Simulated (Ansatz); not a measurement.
# Cobalt, hcp under m-r²SCAN: from relaxation to bulk modulus, part 2 of 2

Aim: take cobalt in the hcp structure, relax it, solve it on a dense k-mesh, then scale the cell to 7 volumes from 88 to 112 % of the relaxed one and try a fit of the equation of state. The start is ferromagnetic. The k-meshes are 14×14×8 for the relaxation; 24×24×13 for the dense run; 24×24×13 for the volumes. It starts from a deposited cell (COD).

Ansatz 0.2.0; DFT, m-r2SCAN, plane waves (500 eV) with PAW, scalar-relativistic. The steps go on from the part before.

### 5 At 92 % of the relaxed volume

File input.yaml:

```yaml
crystal:
  lattice:
    - [2.390478434, 0.0, 0.0]
    - [-1.195239217, 2.070215051, 0.0]
    - [0.0, 0.0, 3.8642429908]
  atoms:
    - { symbol: Co, position: [0.3333333333, 0.6666666667, 0.25], spin: 1.622 }
    - { symbol: Co, position: [0.6666666667, 0.3333333333, 0.75], spin: 1.622 }
hamiltonian:
  xc: mr2scan
  pseudopotentials:
    kind: paw
    azcp:
      Co: "pseudopotentials/Co.paw.azcp"
basis:
  ecutwfc: 500
  fft_grid_basis: typed
kpoints:
  mp_grid: { grid: [24, 24, 13], shift: [0, 0, 0] }
magnetization:
  spin_polarized: true
scf:
  occupations: { method: fermi_dirac, width: 0.05 }
output:
  stress: true
```

Standard output, shortened:

```text
[...]
Pseudopotentials: kind: paw
Pseudopotential: Co, paw, valence charge 17, recommended cutoff 500 eV (meta_gga), <dir>
Functional definition: m-r2SCAN
[...]
Crystal: 2 atoms, lattice volume = 19.123 Å³
Basis set: ecut = 500 eV, 513 PW (Γ), exchange–correlation on 72×72×120 points (64 copies of the dense FFT grid, shifted against one another)
Bands: 23, of which v1, the nominal top of the filled ones, is band 17 counted from 1 (16 counted from 0)
Symmetry: 24 space group operations
Space group: P63/mmc (ITA 194), of the structure as read, at distance tolerance 2.7e-5 Å
Magnetic group: BNS 194.263 (UNI 1493), of the structure as read, at distance tolerance 2.7e-5 Å
k-points: 427 of 7488
[...]
Starting moments: Σ|m| = 3.244 μB on 2 of 2 sites
[...]
this state was not tested for a lower state beside it, because the mixer in use, unlike msr1, does not test its closes by its own steps (another_mixer; see scf.mixing.algorithm and scf.lower_state_search)
SCF converged after 14 iterations
Magnetization: 2.9876 μB (18.4938 up, 15.5062 down)
Absolute magnetization: 3.2315 μB (∫|ρ↑−ρ↓|, with the PAW one-centre terms)
Spin contamination: 0.0376 ħ² per cell (⟨S²⟩ above its minimum at these occupations)
Per-site moments (μB) at R_I (Å): [(1.550506365428827, 0.9794498874608097), (1.550506365428826, 0.9794498874608097)]
Free energy (F): -10262.252126 eV
[...]
E sigma→0 (E₀):  -10262.245727 eV
Entropy (-TS):   -0.012799 eV (-6.399 meV/atom)
Fermi energy:    21.433892 eV
[...]
--- Stress (GPa, compression-positive) ---
       25.791504       0.000000      -0.000000
        0.000000      25.791504      -0.000000
       -0.000000      -0.000000      24.911795
  P = ⅓ Tr σ = 25.4983 GPa (254.983 kbar)
```

Run time: 2.4 min. Hardware: 1 thread of an x86-64 CPU, shared host; peak memory 0.79 GiB.

### 6 At 96 % of the relaxed volume

Edit input.yaml of step 5 so:

```diff
@@ -2,5 +2,5 @@
   lattice:
-    - [2.390478434, 0.0, 0.0]
-    - [-1.195239217, 2.070215051, 0.0]
-    - [0.0, 0.0, 3.8642429908]
+    - [2.4246327403, 0.0, 0.0]
+    - [-1.2123163701, 2.099793548, 0.0]
+    - [0.0, 0.0, 3.9194539214]
   atoms:
```

Standard output, shortened:

```text
[...]
Pseudopotentials: kind: paw
Pseudopotential: Co, paw, valence charge 17, recommended cutoff 500 eV (meta_gga), <dir>
Functional definition: m-r2SCAN
[...]
Crystal: 2 atoms, lattice volume = 19.955 Å³
Basis set: ecut = 500 eV, 537 PW (Γ), exchange–correlation on 72×72×120 points (64 copies of the dense FFT grid, shifted against one another)
Bands: 23, of which v1, the nominal top of the filled ones, is band 17 counted from 1 (16 counted from 0)
Symmetry: 24 space group operations
Space group: P63/mmc (ITA 194), of the structure as read, at distance tolerance 2.7e-5 Å
Magnetic group: BNS 194.263 (UNI 1493), of the structure as read, at distance tolerance 2.7e-5 Å
k-points: 427 of 7488
[...]
Starting moments: Σ|m| = 3.244 μB on 2 of 2 sites
[...]
this state was not tested for a lower state beside it, because the mixer in use, unlike msr1, does not test its closes by its own steps (another_mixer; see scf.mixing.algorithm and scf.lower_state_search)
SCF converged after 14 iterations
Magnetization: 3.0482 μB (18.5241 up, 15.4759 down)
Absolute magnetization: 3.3175 μB (∫|ρ↑−ρ↓|, with the PAW one-centre terms)
Spin contamination: 0.0427 ħ² per cell (⟨S²⟩ above its minimum at these occupations)
Per-site moments (μB) at R_I (Å): [(1.5865819185330143, 0.9934439193822591), (1.5865819185330143, 0.9934439193822591)]
Free energy (F): -10262.346951 eV
[...]
E sigma→0 (E₀):  -10262.340662 eV
Entropy (-TS):   -0.012578 eV (-6.289 meV/atom)
Fermi energy:    20.385291 eV
[...]
--- Stress (GPa, compression-positive) ---
       11.737091       0.000000       0.000000
        0.000000      11.737091       0.000000
        0.000000       0.000000      11.183532
  P = ⅓ Tr σ = 11.5526 GPa (115.526 kbar)
```

It took 96 s on 1 thread of an x86-64 CPU, shared host; peak memory 0.8 GiB.

### 7 At 100 % of the relaxed volume

Edit input.yaml of step 6 so:

```diff
@@ -2,5 +2,5 @@
   lattice:
-    - [2.4246327403, 0.0, 0.0]
-    - [-1.2123163701, 2.099793548, 0.0]
-    - [0.0, 0.0, 3.9194539214]
+    - [2.4578510153, 0.0, 0.0]
+    - [-1.2289255076, 2.128561418, 0.0]
+    - [0.0, 0.0, 3.9731517437]
   atoms:
```

Standard output, shortened:

```text
[...]
Pseudopotentials: kind: paw
Pseudopotential: Co, paw, valence charge 17, recommended cutoff 500 eV (meta_gga), <dir>
Functional definition: m-r2SCAN
[...]
Crystal: 2 atoms, lattice volume = 20.786 Å³
Basis set: ecut = 500 eV, 537 PW (Γ), exchange–correlation on 72×72×120 points (64 copies of the dense FFT grid, shifted against one another)
Bands: 23, of which v1, the nominal top of the filled ones, is band 17 counted from 1 (16 counted from 0)
Symmetry: 24 space group operations
Space group: P63/mmc (ITA 194), of the structure as read, at distance tolerance 2.7e-5 Å
Magnetic group: BNS 194.263 (UNI 1493), of the structure as read, at distance tolerance 2.7e-5 Å
k-points: 427 of 7488
[...]
Starting moments: Σ|m| = 3.244 μB on 2 of 2 sites
[...]
this state was not tested for a lower state beside it, because the mixer in use, unlike msr1, does not test its closes by its own steps (another_mixer; see scf.mixing.algorithm and scf.lower_state_search)
SCF converged after 14 iterations
Magnetization: 3.1089 μB (18.5545 up, 15.4455 down)
Absolute magnetization: 3.4026 μB (∫|ρ↑−ρ↓|, with the PAW one-centre terms)
Spin contamination: 0.0480 ħ² per cell (⟨S²⟩ above its minimum at these occupations)
Per-site moments (μB) at R_I (Å): [(1.6223068450150635, 1.0070544314934302), (1.6223068450150633, 1.0070544314934302)]
Free energy (F): -10262.377065 eV
[...]
E sigma→0 (E₀):  -10262.370301 eV
Entropy (-TS):   -0.013527 eV (-6.763 meV/atom)
Fermi energy:    19.419363 eV
[...]
--- Stress (GPa, compression-positive) ---
        0.662623       0.000000      -0.000000
        0.000000       0.662623      -0.000000
       -0.000000      -0.000000       0.184470
  P = ⅓ Tr σ = 0.5032 GPa (5.032 kbar)
```

Wall time 95 s (1 thread of an x86-64 CPU, shared host); peak memory 0.81 GiB.

### 8 At 104 % of the relaxed volume

Edit input.yaml of step 7 so:

```diff
@@ -2,5 +2,5 @@
   lattice:
-    - [2.4578510153, 0.0, 0.0]
-    - [-1.2289255076, 2.128561418, 0.0]
-    - [0.0, 0.0, 3.9731517437]
+    - [2.4901948693, 0.0, 0.0]
+    - [-1.2450974346, 2.1565720172, 0.0]
+    - [0.0, 0.0, 4.025436052]
   atoms:
```

Standard output, shortened:

```text
[...]
Pseudopotentials: kind: paw
Pseudopotential: Co, paw, valence charge 17, recommended cutoff 500 eV (meta_gga), <dir>
Functional definition: m-r2SCAN
[...]
Crystal: 2 atoms, lattice volume = 21.618 Å³
Basis set: ecut = 500 eV, 549 PW (Γ), exchange–correlation on 80×80×120 points (64 copies of the dense FFT grid, shifted against one another)
Bands: 23, of which v1, the nominal top of the filled ones, is band 17 counted from 1 (16 counted from 0)
Symmetry: 24 space group operations
Space group: P63/mmc (ITA 194), of the structure as read, at distance tolerance 2.8e-5 Å
Magnetic group: BNS 194.263 (UNI 1493), of the structure as read, at distance tolerance 2.8e-5 Å
k-points: 427 of 7488
[...]
Starting moments: Σ|m| = 3.244 μB on 2 of 2 sites
[...]
this state was not tested for a lower state beside it, because the mixer in use, unlike msr1, does not test its closes by its own steps (another_mixer; see scf.mixing.algorithm and scf.lower_state_search)
SCF converged after 15 iterations
Magnetization: 3.1780 μB (18.5890 up, 15.4110 down)
Absolute magnetization: 3.4944 μB (∫|ρ↑−ρ↓|, with the PAW one-centre terms)
Spin contamination: 0.0536 ħ² per cell (⟨S²⟩ above its minimum at these occupations)
Per-site moments (μB) at R_I (Å): [(1.6618028018877844, 1.02030666743018), (1.661802801887784, 1.02030666743018)]
Free energy (F): -10262.356286 eV
[...]
E sigma→0 (E₀):  -10262.349195 eV
Entropy (-TS):   -0.014181 eV (-7.091 meV/atom)
Fermi energy:    18.526533 eV
[...]
--- Stress (GPa, compression-positive) ---
       -8.037222       0.000000       0.000000
        0.000000      -8.037222       0.000000
        0.000000       0.000000      -8.481356
  P = ⅓ Tr σ = -8.1853 GPa (-81.853 kbar)
```

Run time: 2.1 min. Hardware: 1 thread of an x86-64 CPU, shared host; peak memory 0.83 GiB.

### 9 At 108 % of the relaxed volume

Edit input.yaml of step 8 so:

```diff
@@ -2,5 +2,5 @@
   lattice:
-    - [2.4901948693, 0.0, 0.0]
-    - [-1.2450974346, 2.1565720172, 0.0]
-    - [0.0, 0.0, 4.025436052]
+    - [2.52171967, 0.0, 0.0]
+    - [-1.260859835, 2.1838732955, 0.0]
+    - [0.0, 0.0, 4.0763963486]
   atoms:
```

Standard output, shortened:

```text
[...]
Pseudopotentials: kind: paw
Pseudopotential: Co, paw, valence charge 17, recommended cutoff 500 eV (meta_gga), <dir>
Functional definition: m-r2SCAN
[...]
Crystal: 2 atoms, lattice volume = 22.449 Å³
Basis set: ecut = 500 eV, 573 PW (Γ), exchange–correlation on 80×80×120 points (64 copies of the dense FFT grid, shifted against one another)
Bands: 23, of which v1, the nominal top of the filled ones, is band 17 counted from 1 (16 counted from 0)
Symmetry: 24 space group operations
Space group: P63/mmc (ITA 194), of the structure as read, at distance tolerance 2.8e-5 Å
Magnetic group: BNS 194.263 (UNI 1493), of the structure as read, at distance tolerance 2.8e-5 Å
k-points: 427 of 7488
[...]
Starting moments: Σ|m| = 3.244 μB on 2 of 2 sites
[...]
this state was not tested for a lower state beside it, because the mixer in use, unlike msr1, does not test its closes by its own steps (another_mixer; see scf.mixing.algorithm and scf.lower_state_search)
SCF converged after 15 iterations
Magnetization: 3.2367 μB (18.6183 up, 15.3817 down)
Absolute magnetization: 3.5756 μB (∫|ρ↑−ρ↓|, with the PAW one-centre terms)
Spin contamination: 0.0593 ħ² per cell (⟨S²⟩ above its minimum at these occupations)
Per-site moments (μB) at R_I (Å): [(1.695904647727672, 1.0332233129207555), (1.6959046477276727, 1.0332233129207555)]
Free energy (F): -10262.295087 eV
[...]
E sigma→0 (E₀):  -10262.287777 eV
Entropy (-TS):   -0.014620 eV (-7.310 meV/atom)
Fermi energy:    17.701436 eV
[...]
--- Stress (GPa, compression-positive) ---
      -15.050505      -0.000000      -0.000000
        0.000000     -15.050505      -0.000000
       -0.000000      -0.000000     -15.333355
  P = ⅓ Tr σ = -15.1448 GPa (-151.448 kbar)
```

It took 2.1 min on 1 thread of an x86-64 CPU, shared host; peak memory 0.84 GiB.

### 10 At 112 % of the relaxed volume

Edit input.yaml of step 9 so:

```diff
@@ -2,5 +2,5 @@
   lattice:
-    - [2.52171967, 0.0, 0.0]
-    - [-1.260859835, 2.1838732955, 0.0]
-    - [0.0, 0.0, 4.0763963486]
+    - [2.55247538, 0.0, 0.0]
+    - [-1.27623769, 2.2105085216, 0.0]
+    - [0.0, 0.0, 4.126113399]
   atoms:
```

Standard output, shortened:

```text
[...]
Pseudopotentials: kind: paw
Pseudopotential: Co, paw, valence charge 17, recommended cutoff 500 eV (meta_gga), <dir>
Functional definition: m-r2SCAN
[...]
Crystal: 2 atoms, lattice volume = 23.281 Å³
Basis set: ecut = 500 eV, 591 PW (Γ), exchange–correlation on 80×80×128 points (64 copies of the dense FFT grid, shifted against one another)
Bands: 23, of which v1, the nominal top of the filled ones, is band 17 counted from 1 (16 counted from 0)
Symmetry: 24 space group operations
Space group: P63/mmc (ITA 194), of the structure as read, at distance tolerance 2.9e-5 Å
Magnetic group: BNS 194.263 (UNI 1493), of the structure as read, at distance tolerance 2.9e-5 Å
k-points: 427 of 7488
[...]
Starting moments: Σ|m| = 3.244 μB on 2 of 2 sites
[...]
this state was not tested for a lower state beside it, because the mixer in use, unlike msr1, does not test its closes by its own steps (another_mixer; see scf.mixing.algorithm and scf.lower_state_search)
SCF converged after 14 iterations
Magnetization: 3.2848 μB (18.6424 up, 15.3576 down)
Absolute magnetization: 3.6466 μB (∫|ρ↑−ρ↓|, with the PAW one-centre terms)
Spin contamination: 0.0651 ħ² per cell (⟨S²⟩ above its minimum at these occupations)
Per-site moments (μB) at R_I (Å): [(1.724650959861123, 1.0458248391484721), (1.724650959861123, 1.0458248391484721)]
Free energy (F): -10262.201502 eV
[...]
E sigma→0 (E₀):  -10262.193976 eV
Entropy (-TS):   -0.015052 eV (-7.526 meV/atom)
Fermi energy:    16.936570 eV
[...]
--- Stress (GPa, compression-positive) ---
      -20.707268       0.000000       0.000000
        0.000000     -20.707268       0.000000
        0.000000       0.000000     -20.731930
  P = ⅓ Tr σ = -20.7155 GPa (-207.155 kbar)
```

Wall time 1.9 min (1 thread of an x86-64 CPU, shared host); peak memory 0.86 GiB.

### 11 Fitting the volumes

The cell was scaled evenly, with its shape and the fractional positions fixed.

| V (Å³/atom) | E − E₀ (meV/atom) | P from the stress (GPa) | P from the fit (GPa) | largest moment (μB) |
| --- | --- | --- | --- | --- |
| 9.146 | 150.8 | 42.70 | 43.32 | 1.49 |
| 9.562 | 62.4 | 25.50 | 25.53 | 1.55 |
| 9.977 | 14.9 | 11.55 | 11.52 | 1.59 |
| 10.393 | 0.1 | 0.50 | 0.46 | 1.62 |
| 10.809 | 10.7 | -8.19 | -8.29 | 1.66 |
| 11.225 | 41.4 | -15.14 | -15.20 | 1.70 |
| 11.640 | 88.3 | -20.72 | -20.65 | 1.72 |

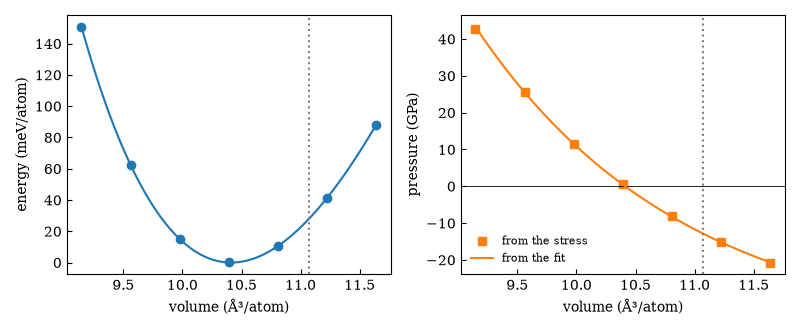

Energy and pressure against volume; the lines are the Birch-Murnaghan fit; the dotted line marks the deposited volume.

A third-order Birch-Murnaghan fit gives V₀ = 10.413 Å³/atom, B₀ = 243 GPa and B₀′ = 4.9; it misses no point by more than 0.09 meV/atom.

The fit is made to E(σ → 0), while the stress belongs to the free energy F; that is one source of the offset between the two pressures.

### 12 Results

This closing draws on all 2 parts.

| quantity | value |
| --- | --- |
| space group (spins left aside) | P6_3/mmc (No. 194) |
| conventional cell | a = 2.458 Å, c = 3.973 Å (c/a = 1.617) |
| volume | 10.393 Å³/atom |
| shortest distance | 2.441 Å |
| against the deposited volume | -6.1 % (11.074 Å³/atom) |
| gap on the mesh | none (levels filled in part) |
| magnetic state | ferromagnetic, up to 1.62 μB per atom |
| V₀, B₀, B₀′ | 10.413 Å³/atom, 243 GPa, 4.9 |

**Reading.** Against experiment, m-r²SCAN misses the volume by -6.1 %. It ends ferromagnetic, with up to 1.62 μB per atom. No gap shows: it is a metal or semimetal at this level. B₀ comes out at 243 GPa; letting shape and positions relax at each volume could only lower it.
